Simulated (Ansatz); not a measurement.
The structure in question:

```yaml
crystal:
  lattice:
    - [3.56668, 0.00000, 0.00000]
    - [0.00000, 3.56668, 0.00000]
    - [0.00000, 0.00000, 3.85201]
  atoms:
    - { symbol: Al, position: [0.00000, 0.00000, 0.00000] }
    - { symbol: Ni, position: [0.00000, 0.50000, 0.50000] }
    - { symbol: Ni, position: [0.50000, 0.00000, 0.50000] }
    - { symbol: Ni, position: [0.50000, 0.50000, 0.00000] }
```

> Describe what this structure looks like.

The structure is one of AlNi3. Space group P4/mmm (No. 123), lattice primitive tetragonal. One cell contains 1 Al, 3 Ni, 4 atoms in all. The Al atoms are each bonded to twelve Ni in a cuboctahedral arrangement at 2.52 to 2.62 Å. About every Ni there are eight Ni and four Al in a cuboctahedral arrangement (2.52 to 2.62 Å to Ni, 2.52 to 2.62 Å to Al). The bonds build a three-dimensional framework.

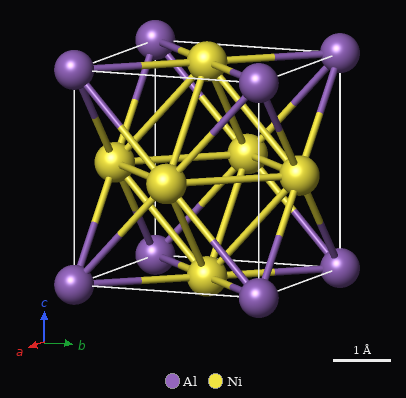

View slightly off an axis, drawn as a ball-and-stick model. The edges of the conventional unit cell are marked.

It derives from a structure listed in the Materials Project. The cell was then strained or its atoms displaced on purpose. It went into a calculation with Ansatz.

At this level of theory the cell isn't at rest (stretched, at -11 GPa), so its distances can differ from those at equilibrium, the more so the softer the solid.
